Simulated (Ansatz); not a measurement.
# TiO$_{2}$: one change and its effect

System: TiO$_{2}$ (6 atoms in the cell).
Method of run 1: DFT, PBE0, plane waves, PAW, no spin polarisation (Ansatz 0.2.0).

The structure derives from an entry of the Crystallography Open Database. The geometry comes from this level: r2SCAN. Text and figures count atoms from 1; the logs count them from 0 in places.

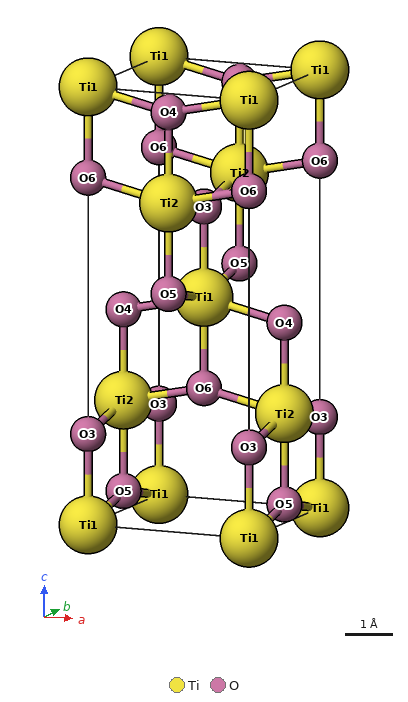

Fig. 1: The input geometry (ball-and-stick view of the cell 2 times as large as that of the calculation, set on its symmetry axes, seen slightly off an axis; atoms are numbered from 1 in the order of the input). Near neighbours in the crystal (not all of them lie inside the picture): Ti has 6 O at 1.93 to 1.99 Å; O has 3 Ti at 1.93 to 1.99 Å.

**The input, run 1**
```yaml
crystal:
  lattice:
    - [-1.8888992763, 1.8888992763, 4.7917248637]
    - [1.8888992763, -1.8888992763, 4.7917248637]
    - [1.8888992763, 1.8888992763, -4.7917248637]
  atoms:
    - { symbol: Ti, position: [0.0, 0.0, 0.0] }
    - { symbol: Ti, position: [0.75, 0.25, 0.5] }
    - { symbol: O, position: [0.2072851857, 0.2072851857, 0.0] }
    - { symbol: O, position: [0.9572851857, 0.4572851857, 0.5] }
    - { symbol: O, position: [0.5427148143, 0.0427148143, 0.5] }
    - { symbol: O, position: [0.7927148143, 0.7927148143, 0.0] }
kpoints:
  mp_grid: { grid: [6, 6, 6] }
  band_path:
    path:
      - [0.0, 0.0, 0.0]
      - [0.0, 0.0, 0.5]
      - [0.25, 0.25, 0.25]
      - [0.0, 0.5, 0.0]
      - [0.5, 0.5, -0.5]
      - [0.2888484649, 0.7111515351, -0.2888484649]
      - [-0.2888484649, 0.2888484649, 0.2888484649]
      - [-0.0776969298, 0.0776969298, 0.5]
      - [0.5, 0.5, -0.0776969298]
      - [0.0, 0.0, 0.4375]
      - [0.3, 0.3, -0.3]
    npoints: 1
hamiltonian:
  xc: pbe0
scf:
  occupations: { method: fixed }
  n_extra_bands: 5
output:
  forces: true
  stress: true
  eigenvalues: true
```

Launched with:
```bash
ansatz run input.yaml --threads 4 --pin off --max-ram 9216MiB --backend cpu --events-out ev --progress --plain --runs-dir out
```

Hardware: 4 threads of Intel Xeon (Sapphire Rapids), 192 GiB of memory available, shared host.

**Output, shortened to warnings, some set-up lines, iterations and results (run 1)**
```
Warning: output.stress: scf.convergence.dr2_threshold = 1e-7 eV (the SCF's general default) is looser than the 6e-10 eV advised for a printed stress (1e-10 eV for each atom of the cell: 6). What an SCF threshold leaves in a stress goes as its square root, and in the free energy as the threshold itself, and one threshold admits the most on a small cell: of the crystals measured, under no hybrid …
Warning: output.stress: scf.exx.energy_threshold = 1e-6 eV is looser than the 6e-8 eV advised for a stress under a hybrid functional (1e-8 eV for each atom of the cell: 6). Every SCF of the exchange loop can meet its threshold on dr2 while the loop round them stops early: no threshold on dr2 bounds what that leaves in the stress. Set scf.exx.energy_threshold to 6e-8 eV or tighter. The threshold …
Basis set: ecut = 420 eV, 1317 PW (Γ), FFT grids on a1+a3, a2+a3, a3, exchange–correlation on 54×54×80 points (8 copies of the dense FFT grid, shifted against one another)
Symmetry: 16 space group operations
k-points: 30 of 216
Initial density: superposition of atomic densities (neutral atoms: chi_scale 0, normalization atom), corrected by the library's trained network
[...]
SCF iter   1: F=—  HF=-7277.482996 eV  |F-HF|=—  |Δ(HF+E_count)|=         —  Δρ=3.56e-3  dr2=3.62e-3  ethr=1.77e-3  ⟨swp⟩=5.2  Hψ=3725  notcnv=0
SCF iter   2: F=—  HF=-7277.486589 eV  |F-HF|=—  |Δ(HF+E_count)|=   3.59e-3  Δρ=2.78e-3  dr2=4.35e-3  ethr=7.54e-6  ⟨swp⟩=4.9  Hψ=3249  notcnv=0
SCF iter   3: F=—  HF=-7277.486300 eV  |F-HF|=—  |Δ(HF+E_count)|=   2.89e-4  Δρ=1.53e-3  dr2=9.79e-4  ethr=7.54e-6  ⟨swp⟩=3.5  Hψ=2201  notcnv=0
SCF iter   4: F=-7277.486407 eV  HF=-7277.486429 eV  |F-HF|=2.18e-5  |Δ(HF+E_count)|=   1.29e-4  Δρ=5.44e-4  dr2=1.16e-4  ethr=2.04e-6  ⟨swp⟩=2.0  Hψ=1920  notcnv=0
SCF 1 stopped early in 4 iterations: F = -7277.486407 eV  dr2 = 1.16e-4
[... 15 lines ...]
SCF iter   8: F=-7276.825440 eV  HF=-7276.825440 eV  |F-HF|=9.49e-10  |Δ(HF+E_count)|=   1.32e-8  Δρ=1.69e-6  dr2=1.24e-9  ethr=1.36e-12 (applied; sched 1.00e-12)  ⟨swp⟩=5.9  …
SCF 3 converged in 8 iterations: F = -7276.825440 eV  dr2 = 1.24e-9
SCF iter   1: F=—  HF=-7276.825441 eV  |F-HF|=—  |Δ(HF+E_count)|=         —  Δρ=6.80e-6  dr2=3.61e-8  ethr=1.20e-9  ⟨swp⟩=4.8  Hψ=2237  notcnv=0
SCF iter   2: F=-7276.825441 eV  HF=-7276.825441 eV  |F-HF|=3.98e-9  |Δ(HF+E_count)|=   2.81e-9  Δρ=4.08e-6  dr2=4.95e-9  ethr=7.19e-11  ⟨swp⟩=4.8  Hψ=2835  notcnv=0
SCF 4 converged in 2 iterations: F = -7276.825441 eV  dr2 = 4.95e-9
  Residual-converged pass: ⟨swp⟩=3.0  Hψ=1905  notcnv=0  max |occ|·‖R‖ = 1.3e-6 eV (tolerance 1.3e-6 eV)  dr2=4.96e-9  dr2_onsite=9.26e-10  max |Δocc| = 0.0e0
hybrid outer 3: dexx = +1.745e-8 eV, tail = 1.18e-8 eV, Δε = 2.45e-4 eV (about 7.87e-5 eV left of the loop's levels), ΔF = 5.33e-5 eV/Å (tail 2.25e-4)
NSCF: frozen V_eff on 11 k-points
hybrid SCF converged: 3 outer / 17 inner (+4 warm-up), last move |dexx| = 1.75e-8 eV, tail = 1.18e-8 eV
Stability not checked: this state was not tested for a lower state beside it, because the functional holds exact exchange (a hybrid, or Hartree-Fock), whose exchange loop this test does not read (fock_operator; see scf.lower_state_search)
Free energy (F): -7276.825441 eV
Frozen-core exchange: fock
Harris-Foulkes:  -7276.825441 eV  (|F-HF|=3.98e-9)
Internal energy: -7276.825441 eV  (E = F + TS)
E sigma→0 (E₀):  -7276.825441 eV
Fermi energy:    5.833026 eV
--- Per-component energies (eV) ---
  E_band       = -592.940839
  E_kinetic    = 1250.328709
  E_local      = -3555.623217  (includes V_loc(G=0)·N_el)
  E_nonlocal   = 185.824323
  E_hartree    = 1373.090047
  E_xc         = -381.505365
  E_vxc        = -482.908068  (∫ρ·V_xc dr)
  E_exx        = -177.073156  (= α·E_x^exact, valence–valence)
  E_paw        = -2654.461286  (= ΣΔE_a)
  E_vpaw       = -382.607330  (= ΣTr[D̂ρ^β])
  E_aug_tail   = 0.009998  (compensation charges beyond the density's cutoff)
  E_ewald      = -3316.979199
  E_core_change = -0.436295  (= ΣΔE_core)
  E_smearing   = -0.000000  (= −TS)
  E_closure    = -0.000000  (closes the sum)
  Σ components = -7276.825441   (vs F -7276.825441, Δ=0.00e0)
--- Forces (eV/Å), atoms counted from 1 ---
  atom   1  Ti     0.00000000    -0.00000000     0.00000000
  atom   2  Ti    -0.00000000     0.00000000     0.00000000
  atom   3  O      0.00000000     0.00000000    -0.16102514
  atom   4  O      0.00000000    -0.00000000    -0.16102514
  atom   5  O     -0.00000000     0.00000000     0.16102514
  atom   6  O      0.00000000    -0.00000000     0.16102514
  max |Σ_I F_I| component: 5.55e-17 eV/Å
--- Stress (GPa, compression-positive) ---
       -2.504172       0.000000       0.000000
        0.000000      -2.504172       0.000000
        0.000000       0.000000      -3.118246
  P = ⅓ Tr σ = -2.7089 GPa (-27.089 kbar)
```

Run 2 used a changed input.

**The two runs side by side**

```tsv
quantity	run 1	run 2
outcome	converged	converged
free energy per atom (eV)	−1212.8042	−1212.6678
gap on the mesh (eV)	4.44	3.70
pressure (GPa)	−2.71	−2.60
largest force (eV/Å)	0.161	0.161
SCF iterations	21	19
irreducible k-points	30	30
plane waves at Γ	1317	1317
wall time (shared host)	3.6 min	3.5 min
```

Which change of the input explains these differences?

The change (lines with − go, lines with + come):
```diff
-  xc: pbe0
+  xc: hse06
```

The total energies belong to different methods, so their difference says nothing on which is more stable or more accurate. The gap on the mesh goes from 4.44 to 3.70 eV. The functional changes from PBE0 to HSE06. The SCF takes 19 iterations against 21.

**Output, shortened to warnings, some set-up lines, iterations and results (run 2)**
```
Warning: output.stress: scf.convergence.dr2_threshold = 1e-7 eV (the SCF's general default) is looser than the 6e-10 eV advised for a printed stress (1e-10 eV for each atom of the cell: 6). What an SCF threshold leaves in a stress goes as its square root, and in the free energy as the threshold itself, and one threshold admits the most on a small cell: of the crystals measured, under no hybrid …
Warning: output.stress: scf.exx.energy_threshold = 1e-6 eV is looser than the 6e-8 eV advised for a stress under a hybrid functional (1e-8 eV for each atom of the cell: 6). Every SCF of the exchange loop can meet its threshold on dr2 while the loop round them stops early: no threshold on dr2 bounds what that leaves in the stress. Set scf.exx.energy_threshold to 6e-8 eV or tighter. The threshold …
Basis set: ecut = 420 eV, 1317 PW (Γ), FFT grids on a1+a3, a2+a3, a3, exchange–correlation on 54×54×80 points (8 copies of the dense FFT grid, shifted against one another)
Symmetry: 16 space group operations
k-points: 30 of 216
Initial density: superposition of atomic densities (neutral atoms: chi_scale 0, normalization atom), corrected by the library's trained network
[...]
SCF iter   1: F=—  HF=-7277.484810 eV  |F-HF|=—  |Δ(HF+E_count)|=         —  Δρ=3.55e-3  dr2=3.61e-3  ethr=1.77e-3  ⟨swp⟩=5.2  Hψ=3725  notcnv=0
SCF iter   2: F=—  HF=-7277.488400 eV  |F-HF|=—  |Δ(HF+E_count)|=   3.59e-3  Δρ=2.77e-3  dr2=4.34e-3  ethr=7.52e-6  ⟨swp⟩=4.9  Hψ=3249  notcnv=0
SCF iter   3: F=—  HF=-7277.488113 eV  |F-HF|=—  |Δ(HF+E_count)|=   2.87e-4  Δρ=1.53e-3  dr2=9.79e-4  ethr=7.52e-6  ⟨swp⟩=3.5  Hψ=2201  notcnv=0
SCF iter   4: F=-7277.488219 eV  HF=-7277.488242 eV  |F-HF|=2.22e-5  |Δ(HF+E_count)|=   1.28e-4  Δρ=5.44e-4  dr2=1.16e-4  ethr=2.04e-6  ⟨swp⟩=2.0  Hψ=1920  notcnv=0
SCF 1 stopped early in 4 iterations: F = -7277.488219 eV  dr2 = 1.16e-4
[... 12 lines ...]
SCF iter   5: F=—  HF=-7276.006854 eV  |F-HF|=—  |Δ(HF+E_count)|=   3.37e-7  Δρ=6.01e-6  dr2=2.10e-8  ethr=1.13e-12  ⟨swp⟩=6.5  Hψ=3886  notcnv=0  defer=45
SCF iter   6: F=—  HF=-7276.006854 eV  |F-HF|=—  |Δ(HF+E_count)|=   5.72e-9  Δρ=5.28e-7  dr2=6.41e-9  ethr=1.37e-12 (applied; sched 1.13e-12)  ⟨swp⟩=4.8  Hψ=3356  notcnv=0
SCF iter   7: F=—  HF=-7276.006854 eV  |F-HF|=—  |Δ(HF+E_count)|=   2.90e-8  Δρ=1.77e-6  dr2=2.09e-9  ethr=1.31e-12 (applied; sched 1.00e-12)  ⟨swp⟩=6.5  Hψ=3013  notcnv=0
SCF iter   8: F=-7276.006854 eV  HF=-7276.006854 eV  |F-HF|=2.14e-10  |Δ(HF+E_count)|=   2.49e-9  Δρ=7.55e-7  dr2=2.60e-10  ethr=1.19e-12 (applied; sched 1.00e-12)  ⟨swp⟩=6.5 …
SCF 3 converged in 8 iterations: F = -7276.006854 eV  dr2 = 2.60e-10
  Residual-converged pass: ⟨swp⟩=2.0  Hψ=1765  notcnv=0  max |occ|·‖R‖ = 7.4e-7 eV (tolerance 7.7e-7 eV)  dr2=2.59e-10  dr2_onsite=1.99e-11  max |Δocc| = 0.0e0
hybrid outer 2: dexx = +8.631e-6 eV, tail = 6.91e-8 eV, Δε = 5.23e-3 eV (about 1.15e-4 eV left of the loop's levels), ΔF = 7.05e-3 eV/Å (tail 8.78e-4)
NSCF: frozen V_eff on 11 k-points
hybrid SCF converged: 2 outer / 15 inner (+4 warm-up), last move |dexx| = 8.63e-6 eV, tail = 6.91e-8 eV
Stability not checked: this state was not tested for a lower state beside it, because the functional holds exact exchange (a hybrid, or Hartree-Fock), whose exchange loop this test does not read (fock_operator; see scf.lower_state_search)
Free energy (F): -7276.006855 eV
Frozen-core exchange: fock
Harris-Foulkes:  -7276.006855 eV  (|F-HF|=2.14e-10)
Internal energy: -7276.006855 eV  (E = F + TS)
E sigma→0 (E₀):  -7276.006855 eV
Fermi energy:    6.227209 eV
--- Per-component energies (eV) ---
  E_band       = -572.659829
  E_kinetic    = 1250.433691
  E_local      = -3555.701952  (includes V_loc(G=0)·N_el)
  E_nonlocal   = 185.451250
  E_hartree    = 1373.486613
  E_xc         = -396.648424
  E_vxc        = -497.927202  (∫ρ·V_xc dr)
  E_exx        = -157.089603  (= α·E_x^exact, valence–valence)
  E_paw        = -2658.518697  (= ΣΔE_a)
  E_vpaw       = -387.719384  (= ΣTr[D̂ρ^β])
  E_aug_tail   = 0.009982  (compensation charges beyond the density's cutoff)
  E_ewald      = -3316.979199
  E_core_change = -0.450516  (= ΣΔE_core)
  E_smearing   = -0.000000  (= −TS)
  E_closure    = -0.000000  (closes the sum)
  Σ components = -7276.006855   (vs F -7276.006855, Δ=9.09e-13)
--- Forces (eV/Å), atoms counted from 1 ---
  atom   1  Ti    -0.00000000    -0.00000000     0.00000000
  atom   2  Ti     0.00000000    -0.00000000     0.00000000
  atom   3  O      0.00000000    -0.00000000    -0.16103333
  atom   4  O     -0.00000000    -0.00000000    -0.16103333
  atom   5  O      0.00000000    -0.00000000     0.16103333
  atom   6  O      0.00000000    -0.00000000     0.16103333
  max |Σ_I F_I| component: 8.33e-17 eV/Å
--- Stress (GPa, compression-positive) ---
       -2.392699       0.000000       0.000000
        0.000000      -2.392699       0.000000
        0.000000       0.000000      -3.005002
  P = ⅓ Tr σ = -2.5968 GPa (-25.968 kbar)
```

For both runs: Warnings: the exchange loop's threshold is looser than advised for the stress; the SCF threshold is looser than advised for the printed stress.
